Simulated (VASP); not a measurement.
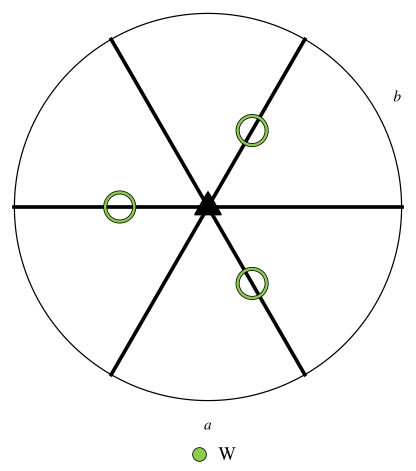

Crystal: WS2, an entry of the Crystallography Open Database, as set up for an electronic-structure calculation. Directions from one sulfur atom at (1/3, 2/3, 0.086) to its bonded neighbours, in stereographic projection down c (filled: above the plane of the page or in it, open: below). All values are computed from the atomic coordinates in the standard setting (tolerance 0.002 Å).

Neighbours are counted up to 3.08 Å for W. The symmetry elements of the site are drawn in: heavy lines are mirror planes (a heavy rim: a mirror in the plane of the page); lens, triangle, square and hexagon are 2-, 3-, 4- and 6-fold axes, a lens in an open square is −4, a triangle in an open hexagon −6; thin dashed diameters join the ends of axes that lie in the page; a small open circle marks inversion.

```cif
data_structure
_symmetry_space_group_name_H-M 'P 1'
_symmetry_Int_Tables_number 1
_cell_length_a 3.1580
_cell_length_b 3.1580
_cell_length_c 18.4900
_cell_angle_alpha 90.000
_cell_angle_beta 90.000
_cell_angle_gamma 120.000
_cell_volume 159.70
loop_
_atom_site_label
_atom_site_type_symbol
_atom_site_fract_x
_atom_site_fract_y
_atom_site_fract_z
_atom_site_occupancy
W1 W 0.00000 0.00000 0.00000 1
S1 S 0.33333 0.66667 0.08567 1
S2 S 0.00000 0.00000 0.24970 1
W2 W 0.66667 0.33333 0.33333 1
S3 S 0.00000 0.00000 0.41900 1
S4 S 0.66667 0.33333 0.58303 1
W3 W 0.33333 0.66667 0.66667 1
S5 S 0.66667 0.33333 0.75233 1
S6 S 0.33333 0.66667 0.91637 1
```

How many neighbours are there, and at what angles?

Answer. 3: 3 W at 2.42 Å. Angles between bonds: 82° (3×).

What is the site's symmetry in the crystal?

Answer. Point group 3m (C3v), order 6: one threefold axis, three mirror planes. In R3m, No. 160, hexagonal axes this is Wyckoff position 3a.
